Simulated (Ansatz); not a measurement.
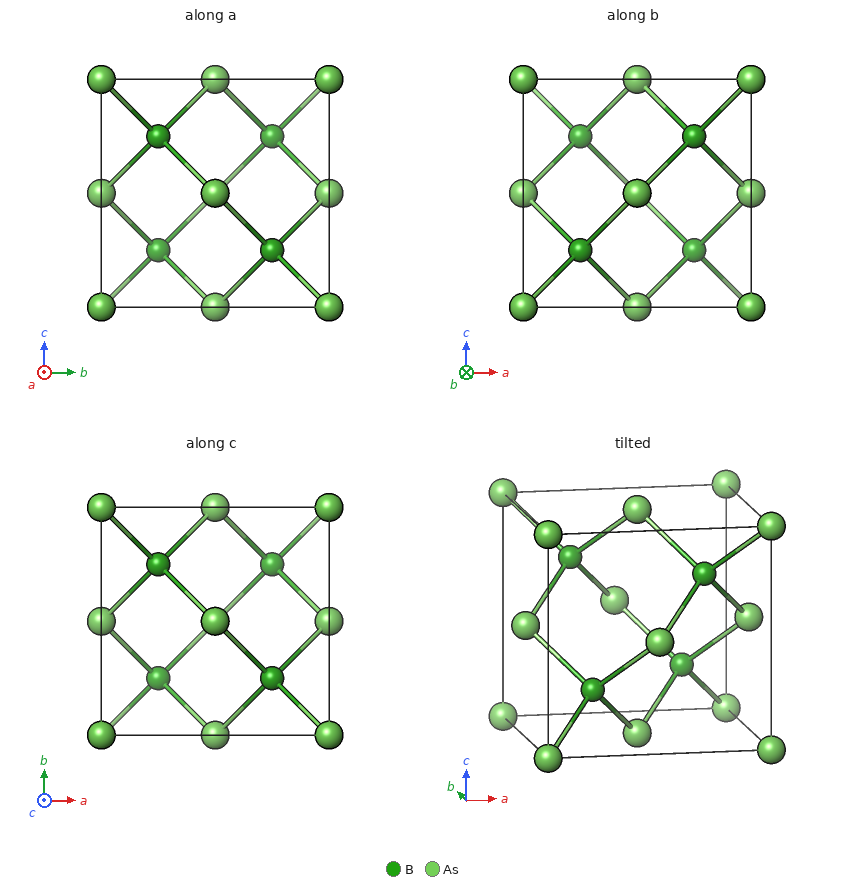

Shown here is a ball-and-stick view of the crystal, taken along the a axis, along the b axis, along the c axis and slightly off an axis. The edges of the conventional unit cell are marked.

Lattice parameters: a = 4.660 Å, b = 4.660 Å, c = 4.660 Å, α = 90.00°, β = 90.00°, γ = 90.00°. Put a along x and b in the xy plane.

> Reconstruct the structure as a POSCAR file.

```
B As
1.0
     4.660    0.000    0.000
     0.000    4.660    0.000
     0.000    0.000    4.660
B As
4 4
Direct
  0.2500 0.2500 0.2500
  0.2500 0.7500 0.7500
  0.7500 0.2500 0.7500
  0.7500 0.7500 0.2500
  0.5000 0.0000 0.5000
  0.5000 0.5000 0.0000
  0.0000 0.0000 0.0000
  0.0000 0.5000 0.5000
```

The cell started as a structure type filled with these elements by a generator (whether the compound takes this form wasn't checked). The cell was then strained or its atoms displaced on purpose. It went into a calculation with Ansatz.

At this level of theory the cell isn't at rest (compressed, at 15 GPa), so its distances can differ from those at equilibrium, the more so the softer the solid.
